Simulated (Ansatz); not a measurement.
Given this structure:

```yaml
crystal:
  lattice:
    - [3.20750, 0.00000, 0.00000]
    - [-1.60375, 2.77777, 0.00000]
    - [0.00000, 0.00000, 12.25804]
  atoms:
    - { symbol: Sn, position: [0.66667, 0.33333, 0.33333] }
    - { symbol: O, position: [0.33333, 0.66667, 0.41180] }
    - { symbol: O, position: [0.00000, 0.00000, 0.25487] }
    - { symbol: Sn, position: [0.33333, 0.66667, 0.66667] }
    - { symbol: O, position: [0.00000, 0.00000, 0.74513] }
    - { symbol: O, position: [0.66667, 0.33333, 0.58820] }
    - { symbol: Sn, position: [0.00000, 0.00000, 0.00000] }
    - { symbol: O, position: [0.66667, 0.33333, 0.07847] }
    - { symbol: O, position: [0.33333, 0.66667, 0.92153] }
```

Question: What does this file describe?

Answer: The solid is SnO2. The atoms follow space group R-3m (No. 166); the Bravais lattice is rhombohedral (trigonal R). With Z = 3, the cell contains 3 Sn, 6 O. Around each Sn lie six O in a distorted octahedral arrangement at 2.09 Å. The neighbours of O are three Sn in a trigonal pyramidal arrangement at 2.09 Å. The bonds build SnO2 layers parallel to (001).

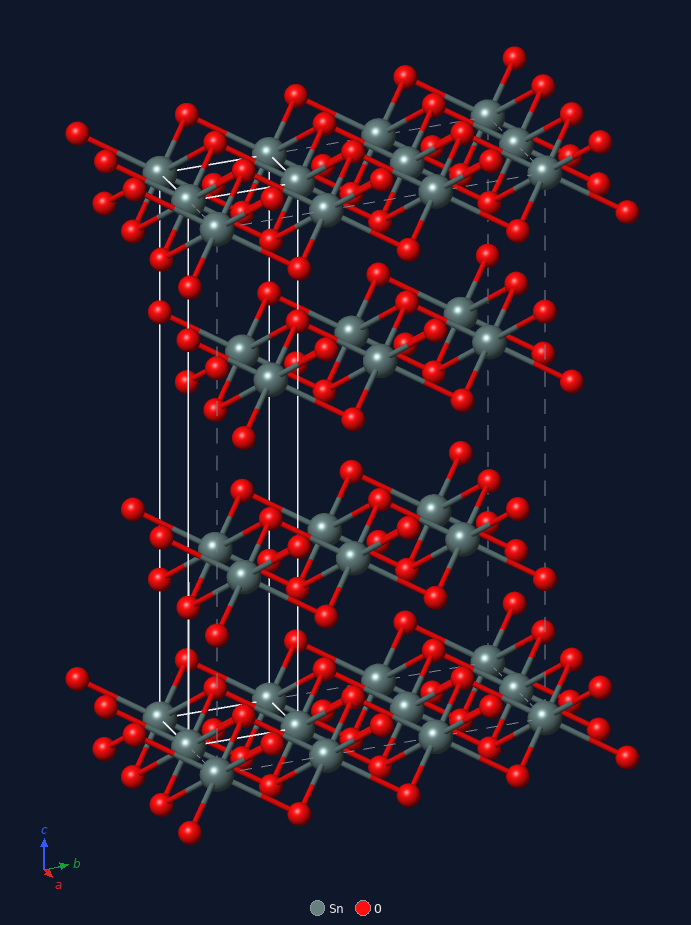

A ball-and-stick rendering, viewed slightly off an axis. One conventional unit cell is drawn solid; the view covers 2×3×1 cells. A few atoms beyond the faces are included.

The structure was taken from a structure listed in the Materials Project. The picture shows the end point of a geometry optimisation with DFT LDA, scalar-relativistic, plane waves, PAW (Ansatz).
